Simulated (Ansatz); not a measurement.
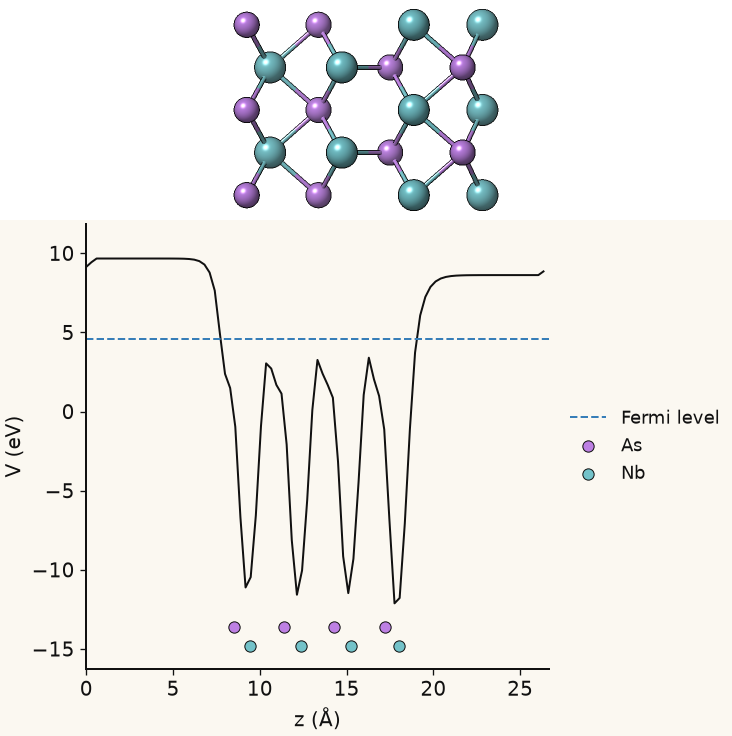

Plane-averaged electrostatic potential energy of an electron across the slab; circles at the bottom mark the heights of the atoms (positions after relaxation). The structure is drawn too.

System: a (001) slab cut from NbAs (I4_1md), ended by Nb above and As below, 8 atoms in the cell.

Ansatz 0.2.0; DFT PBEsol, scalar-relativistic, plane waves, PAW, no spin polarisation, 8×8×1 k mesh, 420 eV cutoff, Gaussian smearing of 0.1 eV.

Read off the work function of each face.

Answer. The work function is 4.03 eV at the right face and 5.08 eV at the left.

How thick are slab and vacuum?

Answer. The outermost atoms are 9.5 Å apart, which leaves 17.1 Å of vacuum in a cell 26.6 Å high.

Do the two faces differ, and what does that say about the slab's dipole?

Answer. The vacuum level is 1.05 eV higher at the left than at the right, so the slab carries a dipole along its normal; the ramp in the vacuum, at or near the edge of the plot, is the dipole correction that keeps each side flat. Some atoms were held fixed in the relaxation, which can itself make the faces differ.
